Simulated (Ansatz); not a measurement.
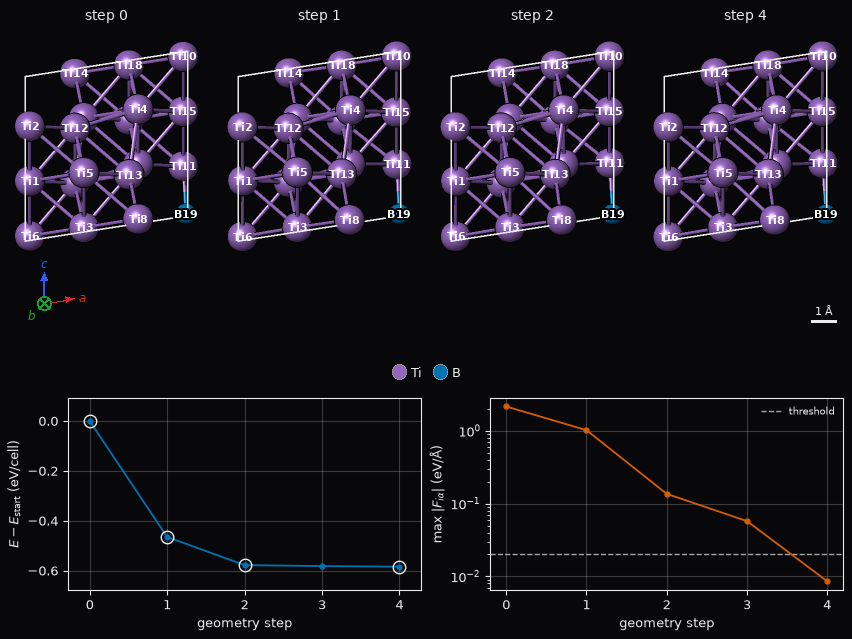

Frames of a relaxation of a defect cell of composition Ti$_{18}$B, marked on the history of the run. The picture is a ball-and-stick view of the cell of the calculation, seen along the b axis.

Case: B interstitial, charge +0, atoms relaxed.

Method: Ansatz 0.2.0, DFT PBEsol, scalar-relativistic, plane waves, PAW.

Input file:
```yaml
crystal:
  lattice:
    - [4.3506528001, 2.5118505653, -4.5909904467]
    - [0.0, -5.0237011306, -4.5909904467]
    - [-4.3506528001, 2.5118505653, -4.5909904467]
  atoms:
    - { symbol: Ti, position: [0.0277777778, 0.3611111111, 0.3611111111] }
    - { symbol: Ti, position: [0.0277777778, 0.0277777778, 0.6944444444] }
    - { symbol: Ti, position: [0.3611111111, 0.3611111111, 0.0277777778] }
    - { symbol: Ti, position: [0.6944444444, 0.3611111111, 0.6944444444] }
    - { symbol: Ti, position: [0.3611111111, 0.0277777778, 0.3611111111] }
    - { symbol: Ti, position: [0.0277777778, 0.6944444444, 0.0277777778] }
    - { symbol: Ti, position: [0.3611111111, 0.6944444444, 0.6944444444] }
    - { symbol: Ti, position: [0.6944444444, 0.0277777778, 0.0277777778] }
    - { symbol: Ti, position: [0.6944444444, 0.6944444444, 0.3611111111] }
    - { symbol: Ti, position: [0.9722222222, 0.3055555556, 0.9722222222] }
    - { symbol: Ti, position: [0.9722222222, 0.9722222222, 0.3055555556] }
    - { symbol: Ti, position: [0.3055555556, 0.3055555556, 0.6388888889] }
    - { symbol: Ti, position: [0.6388888889, 0.3055555556, 0.3055555556] }
    - { symbol: Ti, position: [0.3055555556, 0.9722222222, 0.9722222222] }
    - { symbol: Ti, position: [0.9722222222, 0.6388888889, 0.6388888889] }
    - { symbol: Ti, position: [0.3055555556, 0.6388888889, 0.3055555556] }
    - { symbol: Ti, position: [0.6388888889, 0.9722222222, 0.6388888889] }
    - { symbol: Ti, position: [0.6388888889, 0.6388888889, 0.9722222222] }
    - { symbol: B, position: [-0.0109025414, -0.0104843574, 0.0143091723] }
basis:
  ecutwfc: 420
  xc_grid: 2
kpoints:
  mp_grid: { grid: [4, 4, 4], shift: [0.5, 0.5, 0.5] }
hamiltonian:
  xc: pbesol
scf:
  occupations: { method: gaussian, width: 0.1 }
output:
  forces: true
  stress: false
  eigenvalues: true
  write_density: true
  write_potential: true
  elf: true
  volumetric_format: npy
relax:
  adjacent_minimum: "off"
  f_tol: 0.02
  max_steps: 60
```

Launched with:
```bash
ansatz run input.yaml --threads 4 --pin off --max-ram 10240MiB --backend cpu --events-out ev --progress --plain --runs-dir out
```

Describe the path.

After 4 geometry steps the energy has fallen by 0.584 eV per cell of the calculation. Largest force component: 2.2 eV/Å at the start, 0.0086 eV/Å at the end. The largest move is that of Ti11, 0.13 Å roughly along [1 1 3]. By element the largest moves are Ti 0.13 Å, B 0.07 Å. The lattice vectors keep their values. Near-neighbour distances that change, for instance: Ti6–Ti11 2.841 → 3.049 Å, Ti2–Ti11 2.841 → 2.664 Å, Ti11–B19 1.947 → 2.101 Å, Ti6–Ti14 2.841 → 2.992 Å. Bond angles that change, for instance: Ti6–B19–Ti8 95.3° → 91.0°, Ti2–B19–Ti10 84.7° → 88.1°, Ti2–B19–Ti11 174.5° → 177.6°. From step 0 to 1: Ti11 moves most (0.09 Å), energy −0.465 eV per cell of the calculation. From step 1 to 2: Ti11 moves most (0.05 Å), energy −0.113 eV per cell of the calculation. From step 2 to 4: B19 moves most (0.03 Å), energy −6.3 meV per cell of the calculation.

```csv
step,"E − E(0), meV/atom","largest force component, eV/Å"
0,0.00,2.1605
1,-24.46,1.0227
2,-30.40,0.1363
3,-30.61,0.0575
4,-30.73,0.0086
```

Limits of the set-up: the periodic images lie only 6.8 Å apart, so the values are limited by the cell's size.
